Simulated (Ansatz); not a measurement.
# Single-point calculation, with input and output: Si216 (part 1 of 3)

Si216 (Fd-3m, 216 atoms in the cell), computed with DFT, HSE06, PAW, plane waves (Ansatz 0.2.0).

The structure was built on a prototype by a generator.

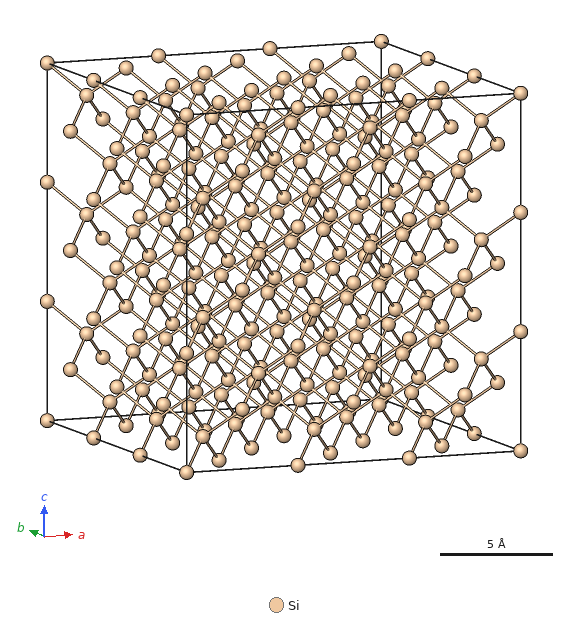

The structure as given in the input (ball-and-stick view of the cell of the calculation, seen slightly off an axis).

### Summary

| quantity | value |
| --- | --- |
| outcome | converged |
| space group (tolerance 0.01 Å) | Fd-3m (227) |
| electrons treated | 864 |
| free energy | −137436.7852 eV |
| Fermi energy | 6.520 eV |
| largest force (length of the vector) | under 0.001 eV/Å |
| hardware | 8 CPU threads, shared host |
| wall time | 4.9 min (CPU time 27 min) |
| peak memory | 18 GiB |

The program warns: the structure was made exactly symmetric.

### The input
```yaml
crystal:
  lattice:
    - [16.298369, 0.000000, 0.000000]
    - [0.000000, 16.298369, 0.000000]
    - [0.000000, 0.000000, 16.298369]
  atoms:
    - { symbol: Si, position: [0.000000, 0.000000, 0.000000] }
    - { symbol: Si, position: [0.000000, 0.000000, 0.333333] }
    - { symbol: Si, position: [0.000000, 0.000000, 0.666667] }
    - { symbol: Si, position: [0.000000, 0.333333, 0.000000] }
    - { symbol: Si, position: [0.000000, 0.333333, 0.333333] }
    - { symbol: Si, position: [0.000000, 0.333333, 0.666667] }
    - { symbol: Si, position: [0.000000, 0.666667, 0.000000] }
    - { symbol: Si, position: [0.000000, 0.666667, 0.333333] }
    - { symbol: Si, position: [0.000000, 0.666667, 0.666667] }
    - { symbol: Si, position: [0.333333, 0.000000, 0.000000] }
    - { symbol: Si, position: [0.333333, 0.000000, 0.333333] }
    - { symbol: Si, position: [0.333333, 0.000000, 0.666667] }
    - { symbol: Si, position: [0.333333, 0.333333, 0.000000] }
    - { symbol: Si, position: [0.333333, 0.333333, 0.333333] }
    - { symbol: Si, position: [0.333333, 0.333333, 0.666667] }
    - { symbol: Si, position: [0.333333, 0.666667, 0.000000] }
    - { symbol: Si, position: [0.333333, 0.666667, 0.333333] }
    - { symbol: Si, position: [0.333333, 0.666667, 0.666667] }
    - { symbol: Si, position: [0.666667, 0.000000, 0.000000] }
    - { symbol: Si, position: [0.666667, 0.000000, 0.333333] }
    - { symbol: Si, position: [0.666667, 0.000000, 0.666667] }
    - { symbol: Si, position: [0.666667, 0.333333, 0.000000] }
    - { symbol: Si, position: [0.666667, 0.333333, 0.333333] }
    - { symbol: Si, position: [0.666667, 0.333333, 0.666667] }
    - { symbol: Si, position: [0.666667, 0.666667, 0.000000] }
    - { symbol: Si, position: [0.666667, 0.666667, 0.333333] }
    - { symbol: Si, position: [0.666667, 0.666667, 0.666667] }
    - { symbol: Si, position: [0.083333, 0.083333, 0.083333] }
    - { symbol: Si, position: [0.083333, 0.083333, 0.416667] }
    - { symbol: Si, position: [0.083333, 0.083333, 0.750000] }
    - { symbol: Si, position: [0.083333, 0.416667, 0.083333] }
    - { symbol: Si, position: [0.083333, 0.416667, 0.416667] }
    - { symbol: Si, position: [0.083333, 0.416667, 0.750000] }
    - { symbol: Si, position: [0.083333, 0.750000, 0.083333] }
    - { symbol: Si, position: [0.083333, 0.750000, 0.416667] }
    - { symbol: Si, position: [0.083333, 0.750000, 0.750000] }
    - { symbol: Si, position: [0.416667, 0.083333, 0.083333] }
    - { symbol: Si, position: [0.416667, 0.083333, 0.416667] }
    - { symbol: Si, position: [0.416667, 0.083333, 0.750000] }
    - { symbol: Si, position: [0.416667, 0.416667, 0.083333] }
    - { symbol: Si, position: [0.416667, 0.416667, 0.416667] }
    - { symbol: Si, position: [0.416667, 0.416667, 0.750000] }
    - { symbol: Si, position: [0.416667, 0.750000, 0.083333] }
    - { symbol: Si, position: [0.416667, 0.750000, 0.416667] }
    - { symbol: Si, position: [0.416667, 0.750000, 0.750000] }
    - { symbol: Si, position: [0.750000, 0.083333, 0.083333] }
    - { symbol: Si, position: [0.750000, 0.083333, 0.416667] }
    - { symbol: Si, position: [0.750000, 0.083333, 0.750000] }
    - { symbol: Si, position: [0.750000, 0.416667, 0.083333] }
    - { symbol: Si, position: [0.750000, 0.416667, 0.416667] }
    - { symbol: Si, position: [0.750000, 0.416667, 0.750000] }
    - { symbol: Si, position: [0.750000, 0.750000, 0.083333] }
    - { symbol: Si, position: [0.750000, 0.750000, 0.416667] }
    - { symbol: Si, position: [0.750000, 0.750000, 0.750000] }
    - { symbol: Si, position: [0.166667, 0.166667, 0.000000] }
    - { symbol: Si, position: [0.166667, 0.166667, 0.333333] }
    - { symbol: Si, position: [0.166667, 0.166667, 0.666667] }
    - { symbol: Si, position: [0.166667, 0.500000, 0.000000] }
    - { symbol: Si, position: [0.166667, 0.500000, 0.333333] }
    - { symbol: Si, position: [0.166667, 0.500000, 0.666667] }
    - { symbol: Si, position: [0.166667, 0.833333, 0.000000] }
    - { symbol: Si, position: [0.166667, 0.833333, 0.333333] }
    - { symbol: Si, position: [0.166667, 0.833333, 0.666667] }
    - { symbol: Si, position: [0.500000, 0.166667, 0.000000] }
    - { symbol: Si, position: [0.500000, 0.166667, 0.333333] }
    - { symbol: Si, position: [0.500000, 0.166667, 0.666667] }
    - { symbol: Si, position: [0.500000, 0.500000, 0.000000] }
    - { symbol: Si, position: [0.500000, 0.500000, 0.333333] }
    - { symbol: Si, position: [0.500000, 0.500000, 0.666667] }
    - { symbol: Si, position: [0.500000, 0.833333, 0.000000] }
    - { symbol: Si, position: [0.500000, 0.833333, 0.333333] }
    - { symbol: Si, position: [0.500000, 0.833333, 0.666667] }
    - { symbol: Si, position: [0.833333, 0.166667, 0.000000] }
    - { symbol: Si, position: [0.833333, 0.166667, 0.333333] }
    - { symbol: Si, position: [0.833333, 0.166667, 0.666667] }
    - { symbol: Si, position: [0.833333, 0.500000, 0.000000] }
    - { symbol: Si, position: [0.833333, 0.500000, 0.333333] }
    - { symbol: Si, position: [0.833333, 0.500000, 0.666667] }
    - { symbol: Si, position: [0.833333, 0.833333, 0.000000] }
    - { symbol: Si, position: [0.833333, 0.833333, 0.333333] }
    - { symbol: Si, position: [0.833333, 0.833333, 0.666667] }
    - { symbol: Si, position: [0.250000, 0.250000, 0.083333] }
    - { symbol: Si, position: [0.250000, 0.250000, 0.416667] }
    - { symbol: Si, position: [0.250000, 0.250000, 0.750000] }
    - { symbol: Si, position: [0.250000, 0.583333, 0.083333] }
    - { symbol: Si, position: [0.250000, 0.583333, 0.416667] }
    - { symbol: Si, position: [0.250000, 0.583333, 0.750000] }
    - { symbol: Si, position: [0.250000, 0.916667, 0.083333] }
    - { symbol: Si, position: [0.250000, 0.916667, 0.416667] }
    - { symbol: Si, position: [0.250000, 0.916667, 0.750000] }
    - { symbol: Si, position: [0.583333, 0.250000, 0.083333] }
    - { symbol: Si, position: [0.583333, 0.250000, 0.416667] }
    - { symbol: Si, position: [0.583333, 0.250000, 0.750000] }
    - { symbol: Si, position: [0.583333, 0.583333, 0.083333] }
    - { symbol: Si, position: [0.583333, 0.583333, 0.416667] }
    - { symbol: Si, position: [0.583333, 0.583333, 0.750000] }
    - { symbol: Si, position: [0.583333, 0.916667, 0.083333] }
    - { symbol: Si, position: [0.583333, 0.916667, 0.416667] }
    - { symbol: Si, position: [0.583333, 0.916667, 0.750000] }
    - { symbol: Si, position: [0.916667, 0.250000, 0.083333] }
    - { symbol: Si, position: [0.916667, 0.250000, 0.416667] }
    - { symbol: Si, position: [0.916667, 0.250000, 0.750000] }
    - { symbol: Si, position: [0.916667, 0.583333, 0.083333] }
    - { symbol: Si, position: [0.916667, 0.583333, 0.416667] }
    - { symbol: Si, position: [0.916667, 0.583333, 0.750000] }
    - { symbol: Si, position: [0.916667, 0.916667, 0.083333] }
    - { symbol: Si, position: [0.916667, 0.916667, 0.416667] }
    - { symbol: Si, position: [0.916667, 0.916667, 0.750000] }
    - { symbol: Si, position: [0.166667, 0.000000, 0.166667] }
    - { symbol: Si, position: [0.166667, 0.000000, 0.500000] }
    - { symbol: Si, position: [0.166667, 0.000000, 0.833333] }
    - { symbol: Si, position: [0.166667, 0.333333, 0.166667] }
    - { symbol: Si, position: [0.166667, 0.333333, 0.500000] }
    - { symbol: Si, position: [0.166667, 0.333333, 0.833333] }
    - { symbol: Si, position: [0.166667, 0.666667, 0.166667] }
    - { symbol: Si, position: [0.166667, 0.666667, 0.500000] }
    - { symbol: Si, position: [0.166667, 0.666667, 0.833333] }
    - { symbol: Si, position: [0.500000, 0.000000, 0.166667] }
    - { symbol: Si, position: [0.500000, 0.000000, 0.500000] }
    - { symbol: Si, position: [0.500000, 0.000000, 0.833333] }
    - { symbol: Si, position: [0.500000, 0.333333, 0.166667] }
    - { symbol: Si, position: [0.500000, 0.333333, 0.500000] }
    - { symbol: Si, position: [0.500000, 0.333333, 0.833333] }
    - { symbol: Si, position: [0.500000, 0.666667, 0.166667] }
    - { symbol: Si, position: [0.500000, 0.666667, 0.500000] }
    - { symbol: Si, position: [0.500000, 0.666667, 0.833333] }
    - { symbol: Si, position: [0.833333, 0.000000, 0.166667] }
    - { symbol: Si, position: [0.833333, 0.000000, 0.500000] }
    - { symbol: Si, position: [0.833333, 0.000000, 0.833333] }
    - { symbol: Si, position: [0.833333, 0.333333, 0.166667] }
    - { symbol: Si, position: [0.833333, 0.333333, 0.500000] }
    - { symbol: Si, position: [0.833333, 0.333333, 0.833333] }
    - { symbol: Si, position: [0.833333, 0.666667, 0.166667] }
    - { symbol: Si, position: [0.833333, 0.666667, 0.500000] }
    - { symbol: Si, position: [0.833333, 0.666667, 0.833333] }
    - { symbol: Si, position: [0.250000, 0.083333, 0.250000] }
    - { symbol: Si, position: [0.250000, 0.083333, 0.583333] }
    - { symbol: Si, position: [0.250000, 0.083333, 0.916667] }
    - { symbol: Si, position: [0.250000, 0.416667, 0.250000] }
    - { symbol: Si, position: [0.250000, 0.416667, 0.583333] }
    - { symbol: Si, position: [0.250000, 0.416667, 0.916667] }
    - { symbol: Si, position: [0.250000, 0.750000, 0.250000] }
    - { symbol: Si, position: [0.250000, 0.750000, 0.583333] }
    - { symbol: Si, position: [0.250000, 0.750000, 0.916667] }
    - { symbol: Si, position: [0.583333, 0.083333, 0.250000] }
    - { symbol: Si, position: [0.583333, 0.083333, 0.583333] }
    - { symbol: Si, position: [0.583333, 0.083333, 0.916667] }
    - { symbol: Si, position: [0.583333, 0.416667, 0.250000] }
    - { symbol: Si, position: [0.583333, 0.416667, 0.583333] }
    - { symbol: Si, position: [0.583333, 0.416667, 0.916667] }
    - { symbol: Si, position: [0.583333, 0.750000, 0.250000] }
    - { symbol: Si, position: [0.583333, 0.750000, 0.583333] }
    - { symbol: Si, position: [0.583333, 0.750000, 0.916667] }
    - { symbol: Si, position: [0.916667, 0.083333, 0.250000] }
    - { symbol: Si, position: [0.916667, 0.083333, 0.583333] }
    - { symbol: Si, position: [0.916667, 0.083333, 0.916667] }
    - { symbol: Si, position: [0.916667, 0.416667, 0.250000] }
    - { symbol: Si, position: [0.916667, 0.416667, 0.583333] }
    - { symbol: Si, position: [0.916667, 0.416667, 0.916667] }
    - { symbol: Si, position: [0.916667, 0.750000, 0.250000] }
    - { symbol: Si, position: [0.916667, 0.750000, 0.583333] }
    - { symbol: Si, position: [0.916667, 0.750000, 0.916667] }
    - { symbol: Si, position: [0.000000, 0.166667, 0.166667] }
    - { symbol: Si, position: [0.000000, 0.166667, 0.500000] }
    - { symbol: Si, position: [0.000000, 0.166667, 0.833333] }
    - { symbol: Si, position: [0.000000, 0.500000, 0.166667] }
    - { symbol: Si, position: [0.000000, 0.500000, 0.500000] }
    - { symbol: Si, position: [0.000000, 0.500000, 0.833333] }
    - { symbol: Si, position: [0.000000, 0.833333, 0.166667] }
    - { symbol: Si, position: [0.000000, 0.833333, 0.500000] }
    - { symbol: Si, position: [0.000000, 0.833333, 0.833333] }
    - { symbol: Si, position: [0.333333, 0.166667, 0.166667] }
    - { symbol: Si, position: [0.333333, 0.166667, 0.500000] }
    - { symbol: Si, position: [0.333333, 0.166667, 0.833333] }
    - { symbol: Si, position: [0.333333, 0.500000, 0.166667] }
    - { symbol: Si, position: [0.333333, 0.500000, 0.500000] }
    - { symbol: Si, position: [0.333333, 0.500000, 0.833333] }
    - { symbol: Si, position: [0.333333, 0.833333, 0.166667] }
    - { symbol: Si, position: [0.333333, 0.833333, 0.500000] }
    - { symbol: Si, position: [0.333333, 0.833333, 0.833333] }
    - { symbol: Si, position: [0.666667, 0.166667, 0.166667] }
    - { symbol: Si, position: [0.666667, 0.166667, 0.500000] }
    - { symbol: Si, position: [0.666667, 0.166667, 0.833333] }
    - { symbol: Si, position: [0.666667, 0.500000, 0.166667] }
    - { symbol: Si, position: [0.666667, 0.500000, 0.500000] }
    - { symbol: Si, position: [0.666667, 0.500000, 0.833333] }
    - { symbol: Si, position: [0.666667, 0.833333, 0.166667] }
    - { symbol: Si, position: [0.666667, 0.833333, 0.500000] }
    - { symbol: Si, position: [0.666667, 0.833333, 0.833333] }
    - { symbol: Si, position: [0.083333, 0.250000, 0.250000] }
    - { symbol: Si, position: [0.083333, 0.250000, 0.583333] }
    - { symbol: Si, position: [0.083333, 0.250000, 0.916667] }
    - { symbol: Si, position: [0.083333, 0.583333, 0.250000] }
    - { symbol: Si, position: [0.083333, 0.583333, 0.583333] }
    - { symbol: Si, position: [0.083333, 0.583333, 0.916667] }
    - { symbol: Si, position: [0.083333, 0.916667, 0.250000] }
    - { symbol: Si, position: [0.083333, 0.916667, 0.583333] }
    - { symbol: Si, position: [0.083333, 0.916667, 0.916667] }
    - { symbol: Si, position: [0.416667, 0.250000, 0.250000] }
    - { symbol: Si, position: [0.416667, 0.250000, 0.583333] }
    - { symbol: Si, position: [0.416667, 0.250000, 0.916667] }
    - { symbol: Si, position: [0.416667, 0.583333, 0.250000] }
    - { symbol: Si, position: [0.416667, 0.583333, 0.583333] }
    - { symbol: Si, position: [0.416667, 0.583333, 0.916667] }
    - { symbol: Si, position: [0.416667, 0.916667, 0.250000] }
    - { symbol: Si, position: [0.416667, 0.916667, 0.583333] }
    - { symbol: Si, position: [0.416667, 0.916667, 0.916667] }
    - { symbol: Si, position: [0.750000, 0.250000, 0.250000] }
    - { symbol: Si, position: [0.750000, 0.250000, 0.583333] }
    - { symbol: Si, position: [0.750000, 0.250000, 0.916667] }
    - { symbol: Si, position: [0.750000, 0.583333, 0.250000] }
    - { symbol: Si, position: [0.750000, 0.583333, 0.583333] }
    - { symbol: Si, position: [0.750000, 0.583333, 0.916667] }
    - { symbol: Si, position: [0.750000, 0.916667, 0.250000] }
    - { symbol: Si, position: [0.750000, 0.916667, 0.583333] }
    - { symbol: Si, position: [0.750000, 0.916667, 0.916667] }
kpoints:
  mp_grid: { grid: [1, 1, 1] }
hamiltonian:
  xc: hse06
scf:
  occupations: { method: fermi_dirac, width: 0.01 }
output:
  forces: true
  eigenvalues: true
  populations: true
  eigenstates: { kpoints: [[0, 0, 0]], e_range: [-6.0, 6.0], localisation: true }
```

### What the program printed
```
Pseudopotentials: kind: paw
Functional definition: HSE06
  parameter a = 0.25
  parameter omega = 0.11/bohr
  exchange = pbe_x - a*pbe_x_sr(omega) + a*exact_x_sr(omega)
  correlation = pbe_c
Crystal: 216 atoms, lattice volume = 4329.447 Å³
Basis set: ecut = 420 eV, 84727 PW (Γ), exchange–correlation on 240×240×240 points (8 copies of the dense FFT grid, shifted against one another)
Bands: 648, of which v1, the nominal top of the filled ones, is band 432 counted from 1 (431 counted from 0)
Symmetry: 5184 space group operations
Space group: Fd-3m (ITA 227), of the structure as read, at distance tolerance 1.6e-4 Å
k-points: 1
Non-local potential: Si, projectors of the file, l = 0: 2, l = 1: 2, l = 2: 2
PAW form: soft (Blöchl's): semilocal exchange-correlation on the pseudo side does not see the compensation charge
PAW frozen core: Si, regenerated for the run's functional, and the local potential with it (the file was generated under x = pbe(κ = 0.804, μ = 0.2195149727645171), c = pbe(β = 0.06672455060314922))
PAW one-centre angular grid: Si, 110 points (default); XC on 64 Gauss nodes
Initial density: superposition of atomic densities (neutral atoms: chi_scale 0, normalization atom), corrected by the library's trained network
Initial wavefunctions: pseudopotential atomic-orbital guess
Functional: x = pbe(κ = 0.804, μ = 0.2195149727645171), c = pbe(β = 0.06672455060314922), warm-up for x = pbe(κ = 0.804, μ = 0.2195149727645171) + 0.25 (exact − pbe) at short range (hse, ω = 0.20786987370883472 Å⁻¹), c = pbe(β = 0.06672455060314922); HSE06 as pw.x's `hse` composes it (authors' and Libxc's form: `xc: wpbeh`)
```
